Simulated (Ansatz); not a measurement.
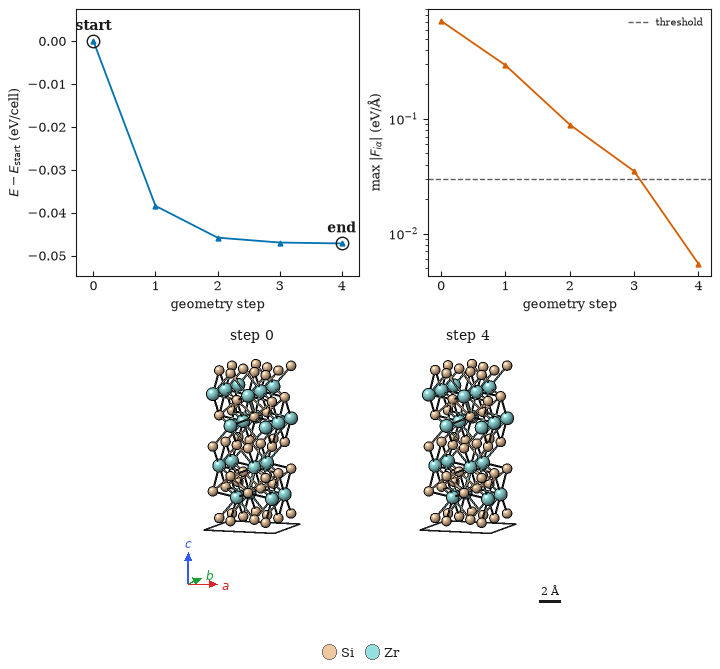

First and last geometry of a constrained relaxation of a slab of composition Zr2Si5 (cut from the Cmcm phase), with the history of the run. A ball-and-stick model of the 2 × 2 repeat of the cell, outlined in the plane, without the vacuum, seen slightly off an axis.

Case: clean slab, lower half held. The slab is the (0 1 0) face of ZrSi2. 6 atoms are held fixed.

Level of theory: DFT PBEsol, scalar-relativistic, plane waves, PAW in Ansatz. (plane-wave cutoff 420 eV; k-point mesh 8 × 8 × 1; occupations gaussian; smearing width 0.1 eV; no spin polarisation; dipole correction; atoms relaxed in a fixed cell; force threshold 0.03 eV/Å; at most 70 steps)

### Did the run converge, and what did it change?

It converged. After 4 geometry steps the energy has fallen by 47.1 meV per cell of the calculation. Largest force component: 0.71 eV/Å at the start, 0.0055 eV/Å at the end. The largest move is that of a Si atom, 0.083 Å along the normal (+c). Largest moves by element: Si 0.083 Å, Zr 0.067 Å. The cell doesn't change. Among the contacts that change: Si–Zr 2.800 → 2.878 Å, Si–Zr 2.952 → 3.023 Å, Si–Zr 2.952 → 2.882 Å, Si–Si 2.411 → 2.450 Å. Among the angles between lasting bonds that change: Zr–Si–Zr 82.0° → 79.3°. The run took 3.2 min on 2 threads of Intel(R) Xeon(R) Platinum 8488C (Sapphire Rapids), with other jobs on the host, peak memory 0.94 GiB.
